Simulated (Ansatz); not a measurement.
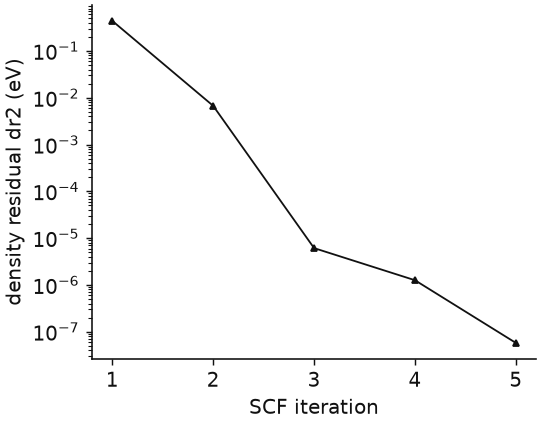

The plot shows the SCF iterations of a calculation: density residual dr2.

Ge (2 atoms in the cell), run with Ansatz.

```
crystal:
  lattice:
    - [0.0, 2.8378807273, 2.8378807273]
    - [2.8378807273, 0.0, 2.8378807273]
    - [2.8378807273, 2.8378807273, 0.0]
  atoms:
    - { symbol: Ge, position: [0.5, 0.5, 0.5] }
    - { symbol: Ge, position: [0.75, 0.75, 0.75] }
basis:
  ecutwfc: 420
kpoints:
  mp_grid: { grid: [14, 14, 14], shift: [0.5, 0.5, 0.5] }
hamiltonian:
  xc: pbesol
  pseudopotentials: { kind: paw_fr }
scf:
  occupations: { method: gaussian, width: 0.1 }
  algorithm: direct_min
output:
  forces: true
  eigenvalues: true
  stress: true
magnetization:
  noncollinear: true
  spin_orbit: true
```

Run as:
```bash
ansatz run input.yaml --threads 2 --pin off --max-ram 5120MiB --backend cpu --events-out ev --progress --plain --runs-dir out
```

**How did this run end?**

It was still iterating, at step 5, when the time limit ended it. The residual is still falling at the last step (down to 6 × 10⁻⁸).
